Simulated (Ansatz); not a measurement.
## Run report: Ir, geometry relaxation (part 2 of 2)

The same run, continued: Ir (slab, 4 atoms in the cell); DFT r2SCAN, scalar-relativistic, plane waves, PAW, no spin polarisation (Ansatz 0.2.0); cutoff 500 eV, 12×12×1 k-mesh, Gaussian smearing of 0.1 eV. The structure derives from an entry of the Crystallography Open Database. The input holds or restrains some coordinates. Forces given for the steps count only the free coordinates. It belongs to a series of runs on one base structure; here: clean slab, lower half held.

Geometry of the input (Å; fractional positions):
```
2.7183  0.0000  0.0000
-1.3591  2.3541  0.0000
0.0000  0.0000  23.6584
Ir 0.6667  0.3333  0.3593
Ir 0.3333  0.6667  0.4531
Ir 0.0000  0.0000  0.5469
Ir 0.6667  0.3333  0.6407
```

## What the program printed, continued
```
SCF iter   1: F=—  HF=-47792.920406 eV  |F-HF|=—  |Δ(HF+E_count)|=         —  Δρ=4.78e-4  dr2=3.06e-3  dr2_τ=6.75e-3  ethr=3.29e-6  p=0.001 e·Å  D=1.21e-3 V/Å  ΔV_dip=-0.03 eV  dr2_dipole=1.48e-3  V_vac-E_F(+/−)=5.47/5.50 eV  ⟨swp⟩=2.7  Hψ=1619  notcnv=0  defer=11
efield: sawtooth ramp at fractional position 0.9800 (handed on by an earlier solve), width 0.0400; the density the first Hamiltonian is built on has a dipole p = 0.001 e·Å; the dipole correction subtracts the counter field D = 1.21e-3 V/Å, which shifts the + side's vacuum level by -0.03 eV against the − side's; the planar-averaged density in the ramp window peaks in size at 1.5e-5 e/Å³
preconditioner: auto → LDOS  [metal: Δε(μ)=0.085 eV  Ē_g=6.606 eV  σ=0.100 eV  W_gap=0.45  n_scr=16 (ndim 8)  ℏωp=18.1 eV  f_vac=0.567  D(μ)=4.40/eV (n_scr^D=16)  β→1.0]
SCF iter   2: F=—  HF=-47792.922964 eV  |F-HF|=—  |Δ(HF+E_count)|=   2.56e-3  Δρ=4.22e-4  dr2=7.79e-4  dr2_τ=3.45e-5  ethr=3.29e-6  p=-0.000 e·Å  D=-1.48e-4 V/Å  ΔV_dip=0.00 eV  dr2_dipole=1.98e-4  V_vac-E_F(+/−)=5.50/5.49 eV  ⟨swp⟩=2.0  Hψ=1227  notcnv=0  defer=11
SCF iter   3: F=—  HF=-47792.922848 eV  |F-HF|=—  |Δ(HF+E_count)|=   1.16e-4  Δρ=1.67e-4  dr2=7.07e-5  dr2_τ=5.20e-6  ethr=1.15e-6  p=0.000 e·Å  D=4.90e-4 V/Å  ΔV_dip=-0.01 eV  dr2_dipole=1.96e-5  V_vac-E_F(+/−)=5.48/5.49 eV  ⟨swp⟩=2.0  Hψ=1073  notcnv=0  defer=11
SCF iter   4: F=—  HF=-47792.922925 eV  |F-HF|=—  |Δ(HF+E_count)|=   7.76e-5  Δρ=5.30e-5  dr2=1.46e-5  dr2_τ=5.83e-7  ethr=1.04e-7  p=0.001 e·Å  D=8.68e-4 V/Å  ΔV_dip=-0.02 eV  dr2_dipole=1.28e-6  V_vac-E_F(+/−)=5.47/5.49 eV  ⟨swp⟩=2.1  Hψ=1137  notcnv=0  defer=11
SCF iter   5: F=—  HF=-47792.922923 eV  |F-HF|=—  |Δ(HF+E_count)|=   2.02e-6  Δρ=1.55e-5  dr2=6.62e-7  dr2_τ=5.46e-8  ethr=2.15e-8  p=0.001 e·Å  D=1.01e-3 V/Å  ΔV_dip=-0.02 eV  dr2_dipole=4.65e-8  V_vac-E_F(+/−)=5.47/5.50 eV  ⟨swp⟩=2.0  Hψ=1165  notcnv=0  defer=11
SCF iter   6: F=—  HF=-47792.922924 eV  |F-HF|=—  |Δ(HF+E_count)|=   1.13e-7  Δρ=7.13e-6  dr2=1.38e-7  dr2_τ=9.69e-9  ethr=1.47e-10  p=0.001 e·Å  D=1.08e-3 V/Å  ΔV_dip=-0.03 eV  dr2_dipole=1.69e-8  V_vac-E_F(+/−)=5.47/5.50 eV  ⟨swp⟩=17.8  Hψ=7358  notcnv=0
SCF iter   7: F=-47792.922924 eV  HF=-47792.922924 eV  |F-HF|=1.54e-8  |Δ(HF+E_count)|=   6.85e-8  Δρ=2.64e-6  dr2=1.29e-8  dr2_τ=1.13e-9  ethr=1.47e-10  p=0.001 e·Å  D=1.09e-3 V/Å  ΔV_dip=-0.03 eV  dr2_dipole=8.34e-10  V_vac-E_F(+/−)=5.47/5.50 eV  ⟨swp⟩=13.1  Hψ=6288  notcnv=0
SCF 4 converged in 7 iterations: F = -47792.922924 eV  dr2 = 1.29e-8
relax step   4: F+E_penalty+E_count = -47792.92292368 eV  Δ(F+E_penalty+E_count) = -1.323e-4 eV  max|allowed force component| = 9.449e-3 eV/Å  Δτ_max = 0.0057 Å  (7 SCF iters, accepted)
iter 1 solved again at ethr=1.91e-11 eV; its pass at ethr=3.10e-3 eV (dr2=1.30e-8 eV) is discarded
SCF iter   1: F=—  HF=-47792.922924 eV  |F-HF|=—  |Δ(HF+E_count)|=         —  Δρ=2.64e-6  dr2=1.29e-8  dr2_τ=1.13e-9  ethr=1.91e-11  p=0.001 e·Å  D=1.09e-3 V/Å  ΔV_dip=-0.03 eV  dr2_dipole=8.34e-10  V_vac-E_F(+/−)=5.47/5.50 eV  ⟨swp⟩=1.0  Hψ=2503  notcnv=0
efield: sawtooth ramp at fractional position 0.9800 (kept from the solve that this one continues, or follows in the run), width 0.0400; the density the first Hamiltonian is built on has a dipole p = 0.001 e·Å; the dipole correction subtracts the counter field D = 1.09e-3 V/Å, which shifts the + side's vacuum level by -0.03 eV against the − side's; the planar-averaged density in the ramp window peaks in size at 1.5e-5 e/Å³
preconditioner: auto → LDOS  [metal: Δε(μ)=0.084 eV  Ē_g=6.607 eV  σ=0.100 eV  W_gap=0.44  n_scr=16 (ndim 8)  ℏωp=18.1 eV  f_vac=0.567  D(μ)=4.38/eV (n_scr^D=16)  β→1.0]
SCF iter   2: F=-47792.922924 eV  HF=-47792.922924 eV  |F-HF|=1.10e-8  |Δ(HF+E_count)|=   2.54e-8  Δρ=1.53e-6  dr2=1.46e-8  dr2_τ=3.84e-10  ethr=1.89e-11  p=0.001 e·Å  D=1.09e-3 V/Å  ΔV_dip=-0.03 eV  dr2_dipole=3.29e-10  V_vac-E_F(+/−)=5.47/5.50 eV  ⟨swp⟩=12.3  Hψ=5976  notcnv=0
SCF 5 converged in 2 iterations: F = -47792.922924 eV  dr2 = 1.46e-8
```

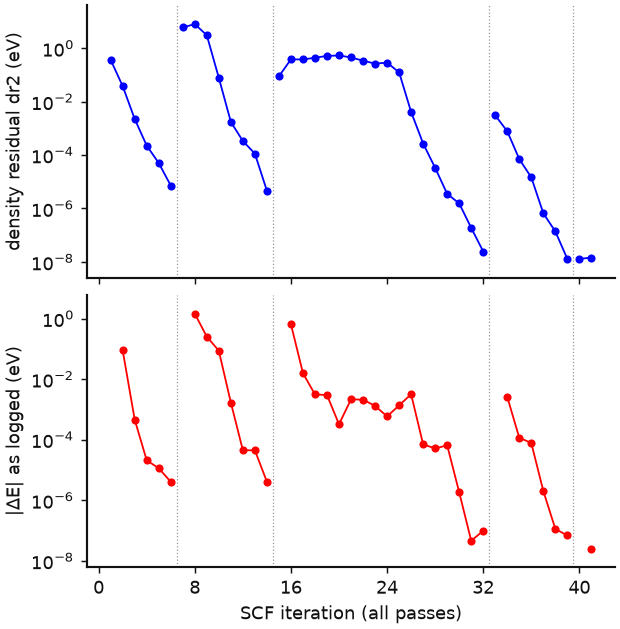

**Figure 1.** Convergence of the self-consistent field: density residual dr2 and size of the energy change against the SCF iteration. Dotted lines part the SCF passes that the log prints in full.

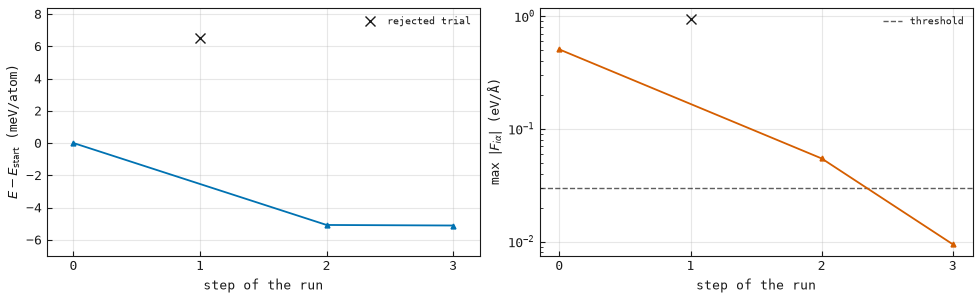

**Figure 2.** Progress of the restrained relaxation, step by step (the first geometry is step 0 here and step 1 in the log).

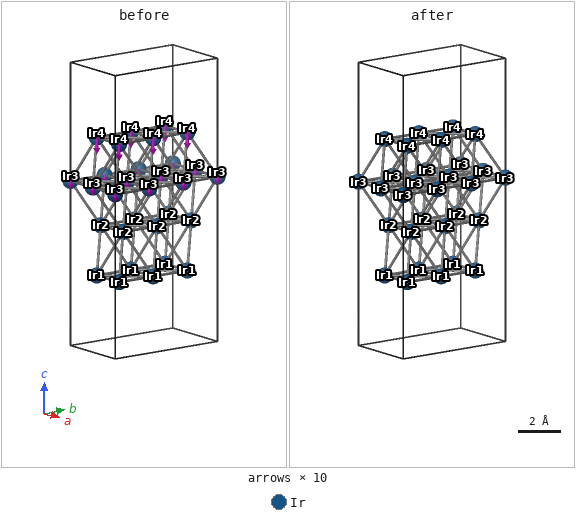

**Figure 3.** Before (left) and after (right) the restrained relaxation, at one scale (ball-and-stick view of the 2 × 3 repeat of the cell, with the vacuum cut short, seen slightly off an axis). The pink arrows give the displacements, magnified 10 times. After 3 geometry steps the energy has fallen by 5.1 meV per atom. Largest force component: 0.51 eV/Å at the start, 0.0094 eV/Å at the end. The line search rejected the trial step at point 1 (counted from 0) and went back. The atom that moves furthest is Ir4 (0.081 Å). The cell doesn't change. Distances before and after: Ir3–Ir4 2.718 → 2.684 Å, Ir2–Ir3 2.718 → 2.686 Å. (Atoms are counted from 1 in the order of the input.)

```
WARN: The output density's exchange-correlation potential varies sharply where the density is thin. Do not read a vacuum level from v_tot or v_xc, or from such a field of the output density. On a cell that repeats whose density bears no net charge and no dipole along the vacuum's axis use v_es (v_loc + v_h of the components); under efield.dipole_correction with no amplitude use v_es + v_field, which holds any external_charges[].barrier, or the levels of the report's work_function block, which leave it out; under a non-zero efield.amplitude the vacuum is tilted and has no level; on a cell that repeats and bears such a dipole with no correction it is tilted too, and efield.dipole_correction with no amplitude gives each side of its ramp a level where efield: is served; in a cell that repeats whose density bears a net charge (total_charge, or a fill off its count) it is curved and has none; of a slab under crystal.periodic whose density bears no net charge use v_es, which has a level on each side, short of where the two are joined; of another it falls or rises all the way out and has none; of a slab beside external_charges read slab_vacuum_level instead, which it has where they leave it neutral. The grid or the basis barely resolves most such structure, and the values can differ between equally converged runs; as a rule a tighter scf.convergence.dr2_threshold does not remove it. Where the density itself ripples (under the LDA too) a higher basis.ecutwfc lessens it. The files hold the spikes' plane waves up to the density's cutoff. Files: v_tot_of_output_density and the like, and their columns of v_z.tsv (output.write_potential); v_xc_of_output_density and the like, and their columns of v_comp_z.tsv (output.write_potential_components). Measured: with its Gaussian average of σ = 0.25 Å subtracted twice, the exchange-correlation potential is over 0.1 eV at 2742 of the grid points where the equally averaged density (valence and model cores) is under 1e-3 e/Å³, and 0.609 eV at the most among them, at an averaged density of 5.5e-9 e/Å³. The input density's (outcome.potential() and, of a run that writes arrays, v_tot and v_xc) is over 0.1 eV, so measured, at 82 points of its own thin density, 0.184 eV at the most. See output.write_potential in the manual, Limitations
SCF converged after 2 iterations
Free energy (F): -47792.922924 eV
Harris-Foulkes:  -47792.922924 eV  (|F-HF|=1.10e-8)
Internal energy: -47792.901018 eV  (E = F + TS)
E sigma→0 (E₀):  -47792.911971 eV
Entropy (-TS):   -0.021906 eV (-5.477 meV/atom)
Fermi energy:    6.105253 eV
Dipole field:    D = 0.001121 V/Å  (p = 0.000938 e·Å, saw-weighted, corrected)
Work function:   Φ+ = 5.4689 eV   Φ− = 5.4954 eV
Levels:          The Fermi level and band energies are counted from a zero that moves with the ramp; work functions are not
--- Per-component energies (eV) ---
  E_band       = -1706.426601
  E_kinetic    = 2487.683178
  E_local      = -108849.708199  (includes V_loc(G=0)·N_el)
  E_nonlocal   = 297.107599
  E_hartree    = 53281.711470
  E_xc         = -1017.956891
  E_vxc        = -1328.944159  (∫ρ·V_xc dr)
  E_paw        = -36998.785723  (= ΣΔE_a)
  E_vpaw       = -958.845665  (= ΣTr[D̂ρ^β])
  E_aug_tail   = -0.000048  (compensation charges beyond the density's cutoff)
  E_vtau       = 82.876221  (kinetic-family band-sum trace: ∫τ·v_τ [+ j·A + Jᵃ·Aᵃ] dr)
  E_efield     = 0.000001  (sawtooth field / dipole correction)
  E_vefield    = 0.002308  (∫n·V_field dr)
  E_ewald      = 43008.315170
  E_core_change = -1.267574  (= ΣΔE_core)
  E_smearing   = -0.021906  (= −TS)
  E_closure    = 0.000000  (closes the sum)
  Σ components = -47792.922924   (vs F -47792.922924, Δ=0.00e0)
--- Forces (eV/Å), atoms counted from 1 ---
  atom   1  Ir     0.00000000     0.00000000     0.42499577
  atom   2  Ir     0.00000000     0.00000000    -0.41980137
  atom   3  Ir    -0.00000000    -0.00000000    -0.00938826
  atom   4  Ir    -0.00000000    -0.00000000     0.00421795
  max |Σ_I F_I| component: 2.41e-5 eV/Å
--- Band table (eV; the first three rows and the last of 19) ---
  k-point 0: bands = ["-88.9567", "-88.8835", "-88.2998", "-88.2571", "-45.5229", "-45.0854", "-44.8799", "-44.8799", "-44.7898", "-44.7898", "-44.4284", "-44.3678", "-44.2581", "-44.2581", "-44.2185", "-44.2185", "-4.8463", "-3.2594", "-2.0928", "-1.9841", "1.9876", "2.0345", "2.0345", "2.0758", "2.2178", "2.2178", "2.8840", "2.8840", "2.9878", "3.0706", "3.0706", "4.7765", "4.7765", "5.1600", "5.1600", "5.3959", "6.1519", "6.1519", "6.3791", "6.9046", "6.9046"]
  k-point 1: bands = ["-88.9530", "-88.8806", "-88.2966", "-88.2538", "-45.5099", "-45.0930", "-44.9151", "-44.8920", "-44.8354", "-44.7990", "-44.4230", "-44.3656", "-44.3001", "-44.2683", "-44.2609", "-44.2288", "-4.5661", "-2.9847", "-1.8244", "-1.6996", "1.6210", "1.7961", "1.8835", "2.2559", "2.3838", "2.4366", "2.6809", "2.7352", "3.0734", "3.1223", "3.2814", "4.5392", "4.6028", "4.6939", "5.1826", "5.2215", "5.6456", "6.1508", "6.9253", "7.0234", "8.2563"]
  k-point 2: bands = ["-88.9428", "-88.8726", "-88.2877", "-88.2449", "-45.4752", "-45.1395", "-44.9939", "-44.9464", "-44.9249", "-44.8244", "-44.4246", "-44.4026", "-44.3801", "-44.3527", "-44.2961", "-44.2568", "-3.7940", "-2.2687", "-1.1608", "-0.9550", "0.9731", "1.3153", "1.4205", "2.3302", "2.3587", "2.5783", "2.7195", "2.8950", "3.0551", "3.5453", "3.8594", "3.8674", "4.1499", "4.5415", "4.7768", "5.2542", "6.1452", "6.1941", "6.9746", "8.1982", "9.9069"]
  k-point 18: bands = ["-88.8936", "-88.8350", "-88.2452", "-88.2023", "-45.3884", "-45.3747", "-45.3696", "-45.2221", "-45.1056", "-45.0714", "-44.6962", "-44.6689", "-44.6560", "-44.6338", "-44.3761", "-44.3177", "-0.2769", "-0.2765", "-0.2704", "0.4745", "0.5869", "0.8250", "1.0027", "2.0127", "2.0340", "2.9326", "2.9489", "2.9937", "2.9959", "4.1755", "4.6622", "4.7179", "5.9272", "6.4489", "6.5659", "6.5693", "11.9699", "12.0849", "12.0874", "12.9935", "14.0611"]
--- Relaxed structure (4 steps of the walk, 3 accepted, 0 SCFs on fresh bases) ---
  F+E_penalty+E_count = -47792.92292368 eV   max|allowed force component| = 9.449e-3 eV/Å
  atoms:
    - { symbol: Ir, position: [0.6666666666666667, 0.33333333333333337, 0.3592804137999999] }
    - { symbol: Ir, position: [0.33333333333333326, 0.6666666666666669, 0.4530934713] }
    - { symbol: Ir, position: [-2.3129646347434492e-17, -1.850371707600889e-17, 0.5452313701200444] }
    - { symbol: Ir, position: [0.6666666666666667, 0.33333333333333337, 0.6372772059601404] }
```

## Trajectory as extended XYZ (Å, eV, eV/Å), 4 frames, from step=1 to step=4
```
4
Lattice="2.7183 0.0000 0.0000 -1.3591 2.3541 0.0000 0.0000 0.0000 23.6584" Properties=species:S:1:pos:R:3:forces:R:3 step=1 energy=-47792.90246
Ir    1.3591    0.7847    8.5000    0.0000   0.0000   0.5069
Ir    0.0000    1.5694   10.7195    0.0000   0.0000  -0.0402
Ir    0.0000    0.0000   12.9389    0.0000   0.0000   0.0402
Ir    1.3591    0.7847   15.1584    0.0000   0.0000  -0.5069
4
Lattice="2.7183 0.0000 0.0000 -1.3591 2.3541 0.0000 0.0000 0.0000 23.6584" Properties=species:S:1:pos:R:3:forces:R:3 step=2 energy=-47792.87630 accepted=F
Ir    1.3591    0.7847    8.5000    0.0000   0.0000   0.3124
Ir    0.0000    1.5694   10.7195    0.0000   0.0000  -1.0517
Ir    0.0000    0.0000   12.8499    0.0000   0.0000  -0.2086
Ir    1.3591    0.7847   14.9635    0.0000   0.0000   0.9482
4
Lattice="2.7183 0.0000 0.0000 -1.3591 2.3541 0.0000 0.0000 0.0000 23.6584" Properties=species:S:1:pos:R:3:forces:R:3 step=3 energy=-47792.92279
Ir    1.3591    0.7847    8.5000    0.0000   0.0000   0.4213
Ir    0.0000    1.5694   10.7195    0.0000   0.0000  -0.4415
Ir    0.0000    0.0000   12.8977    0.0000   0.0000  -0.0344
Ir    1.3591    0.7847   15.0713    0.0000   0.0000   0.0546
4
Lattice="2.7183 0.0000 0.0000 -1.3591 2.3541 0.0000 0.0000 0.0000 23.6584" Properties=species:S:1:pos:R:3:forces:R:3 step=4 energy=-47792.92292
Ir    1.3591    0.7847    8.5000    0.0000   0.0000   0.4250
Ir    0.0000    1.5694   10.7195    0.0000   0.0000  -0.4198
Ir    0.0000    0.0000   12.8993    0.0000   0.0000  -0.0094
Ir    1.3591    0.7847   15.0770    0.0000   0.0000   0.0042
```

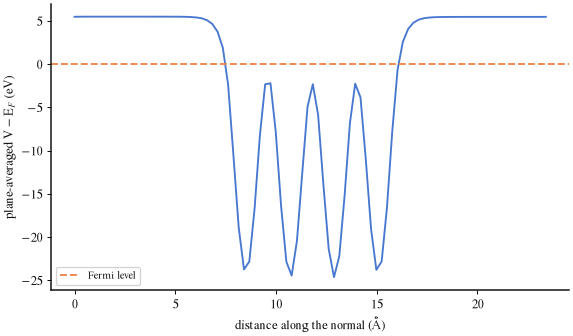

**Figure 4.** Plane average of the electrostatic potential energy of an electron across the cell, from the Fermi level. The vacuum level lies 5.47 eV above the Fermi level on the upper side and 5.50 eV on the lower.

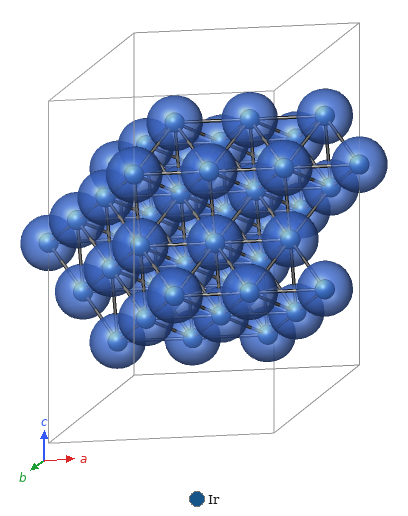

**Figure 5.** Isosurface of the valence pseudo-density at 0.8 e/Å³ (blue), seen at an oblique angle. Sticks mark near contacts. At this value the density breaks into separate islands; it holds about 75 % of the electrons treated as valence (semicore included). It is pinched off along the Ir–Ir (2.68 Å) contacts. On the grid the lowest density along these lines, outside the cores, is 0.47 e/Å³ (Ir–Ir, 2.68 Å). Core electrons are frozen (PAW), so the fields are smoothed inside the atomic spheres.

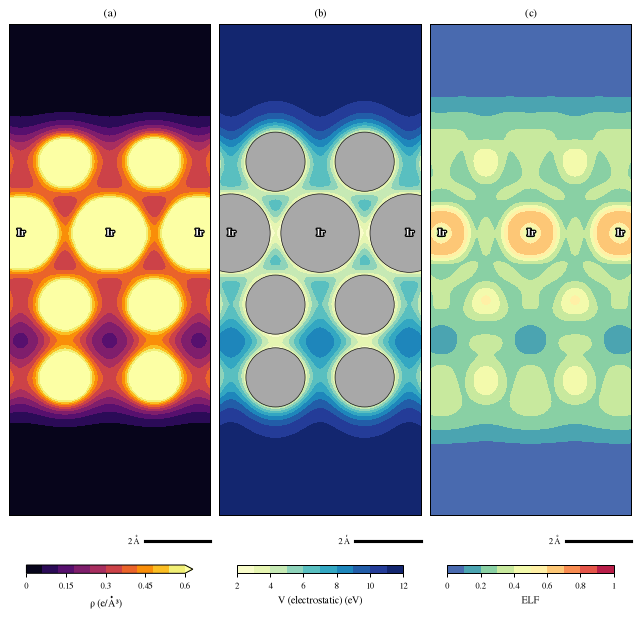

**Figure 6.** (a) valence charge density (pseudo); (b) electrostatic potential (local pseudopotential plus Hartree) felt by an electron; (c) electron localisation function on the (100) plane of the calculation cell, a cut from vacuum to vacuum. Grey discs, where drawn, cover atomic cores. The section cuts through Ir sites. The density dies away to nearly zero in the vacuum. The strong features right at Ir lie inside the PAW spheres (semicore, d or f shells) and say nothing about bonding.
